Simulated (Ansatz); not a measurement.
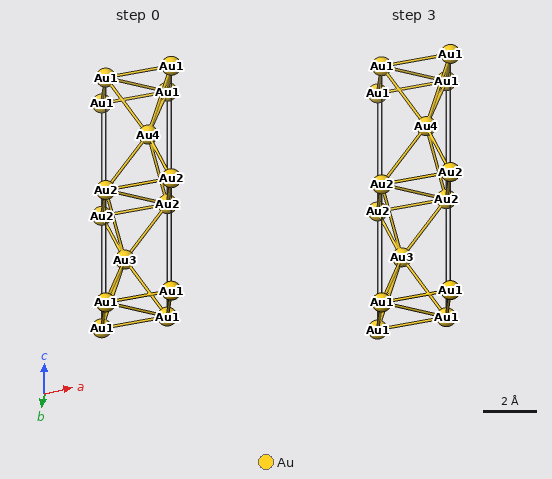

The structure of a crystal of Au (a generated structure, set up in P6_3/mmc) (coarse preliminary run) before (left) and after (right) a relaxation, at one scale.

Style: ball-and-stick. Shown: the cell of the calculation, from a free direction.

Case: Ag → Au on all its sites, cell and atoms relaxed.

Computed with DFT r2SCAN, scalar-relativistic, plane waves, PAW in Ansatz. Set-up: plane-wave cutoff 500 eV; k-point mesh 12 × 12 × 2; occupations gaussian; smearing width 0.1 eV; no spin polarisation; cell and atoms relaxed; force threshold 0.05 eV/Å; at most 60 steps.

Summarise the run.

Answer. Over 2 accepted moves (3 points after the start) the energy falls by 214 meV per atom. All forces vanish by symmetry, so only the cell relaxes. The pressure goes from 33.69 to 0.29 GPa. At 1 point the geometry stayed and the basis and grid were re-selected for the new cell (energy shift of 1.8 meV per atom at most each time). The atoms keep their places relative to the cell (all moves are under 0.005 Å). Cell: a = b 2.780 → 2.914 Å (+4.8 %), c 9.080 → 9.536 Å (+5.0 %). Volume +15.4 %. Some distances before and after: Au1–Au3 2.780 → 2.918 Å, Au1–Au1 2.780 → 2.914 Å. The space group stays P6_3/mmc (No. 194). Cost: 37 s on 1 thread of Oxide Virtual Turin-like Processor (Zen 5), with other jobs on the host, peak memory 0.64 GiB.
